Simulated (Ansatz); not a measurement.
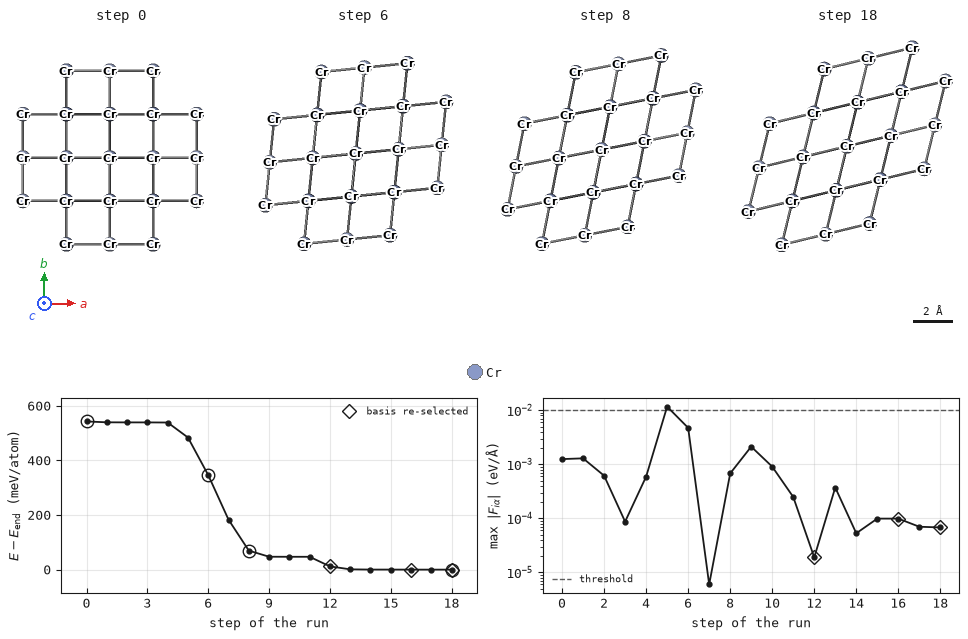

Frames of a relaxation of solid Cr (a generated structure, set up in I4_1/amd), marked on the history of the run. The picture is a ball-and-stick view of the conventional cell (2 times the calculation's cell), seen along the c axis. Lengths and directions refer to the drawn axes.

Phase: beta-Sn type.

Theory: DFT, PBE, plane waves (420 eV) with PAW, scalar-relativistic in Ansatz.

Input file:
```yaml
crystal:
  lattice:
    - [-2.2592229202, 2.2592229202, 1.2335357144]
    - [2.2592229202, -2.2592229202, 1.2335357144]
    - [2.2592229202, 2.2592229202, -1.2335357144]
  atoms:
    - { symbol: Cr, position: [0.0, 0.0, 0.0], spin: 1.5 }
    - { symbol: Cr, position: [0.75, 0.25, 0.5], spin: -1.5 }
hamiltonian:
  xc: pbe
  pseudopotentials:
    kind: paw
    azcp:
      Cr: "pseudopotentials/Cr.paw.azcp"
basis:
  ecutwfc: 420
  fft_grid_basis: typed
kpoints:
  mp_grid: { grid: [14, 14, 10], shift: [0, 0, 0] }
magnetization:
  spin_polarized: true
scf:
  occupations: { method: fermi_dirac, width: 0.05 }
relax:
  max_steps: 60
  f_tol: 0.01
  cell: {}
```

Command:
```bash
ansatz run input.yaml --threads 2 --pin off --max-ram 6144MiB --backend cpu --events-out ev --progress --plain --runs-dir out
```

Question: What happens along the run?

Answer: No atom moves by more than 0.005 Å relative to the cell. The drawn cell changes as follows: a = b 4.518 → 4.708 Å (+4.2 %), c 2.467 → 2.389 Å (−3.2 %), γ 90.0° → 62.7°; the volume changes by −6.5 %. Some distances before and after: Cr1–Cr1 3.425 → 2.726 Å, Cr1–Cr2 2.342 → 2.429 Å, Cr1–Cr1 (another image) 2.467 → 2.389 Å. Among the angles between lasting bonds that change: Cr2–Cr1–Cr2 94.0° → 68.3°, Cr2–Cr1–Cr2 94.0° → 119.4°, Cr2–Cr1–Cr2 149.5° → 151.5°. The space group (tolerance 0.01 Å) goes from I4_1/amd (No. 141) to Fddd (No. 70). After 15 accepted moves (18 points after the start) the energy has fallen by 543 meV per atom. The largest force component goes from 0.0012 to under 0.0001 eV/Å. The pressure goes from −3.99 to 0.00 GPa. The SCF was repeated 3 times at an unchanged geometry on a basis and grid sized afresh for the cell, which shifted the energy by 35.1 meV per atom at most. The program noted that the starting moments weren't kept. Cost: 16 min on 2 threads of Intel(R) Xeon(R) Platinum 8259CL CPU @ 2.50GHz (Skylake/Cascade Lake), on a shared host, peak memory 0.94 GiB. From step 0 to 6: volume −4.8 %, energy −197 meV per atom. From step 6 to 8: volume −3.5 %, energy −277 meV per atom. From step 8 to 18: volume +1.7 %, energy −69.7 meV per atom.
